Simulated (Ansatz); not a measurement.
Consider Se.

```xyz
3
Lattice="4.8211 0.0000 0.0000 -2.4106 4.1752 0.0000 0.0000 0.0000 3.4205" Properties=species:S:1:pos:R:3 pbc="T T T"
Se    0.0000    0.0000    0.0000
Se    0.0000    2.7835    1.7102
Se    2.4106    1.3917    1.7102
```

Space group P6/mmm; set up as Se, omega (AlB2-type); a generated structure, not necessarily the stable one; changed on purpose from its base cell (volume × 1.08); computed pressure about −4 GPa in this cell.

Level of theory: DFT, PBE, plane waves (420 eV) with PAW, scalar-relativistic in Ansatz.

> Predict the valence pseudo-density and electron localisation function between the atoms.

Se–Se (2.78 Å): ρ is about 0.31 e/Å³ halfway; the ELF is about 0.45 at the midpoint.

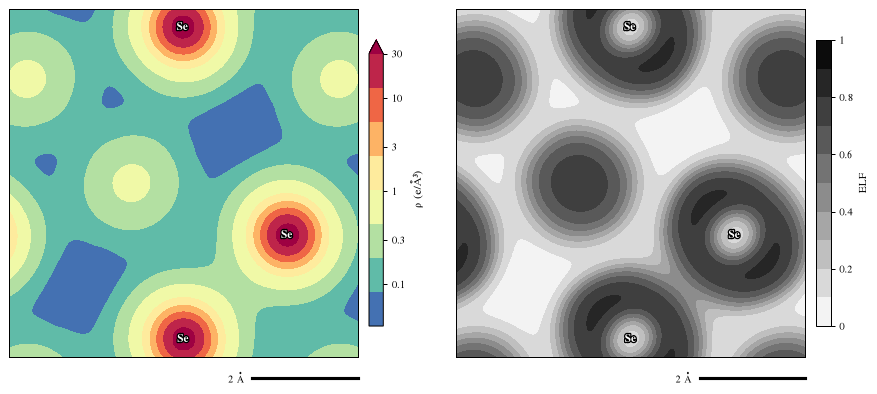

Computed valence pseudo-density and electron localisation function on the (111) plane of the conventional cell, in this order. 

Core electrons are frozen (PAW), and the valence fields are smoothed inside the atomic spheres.
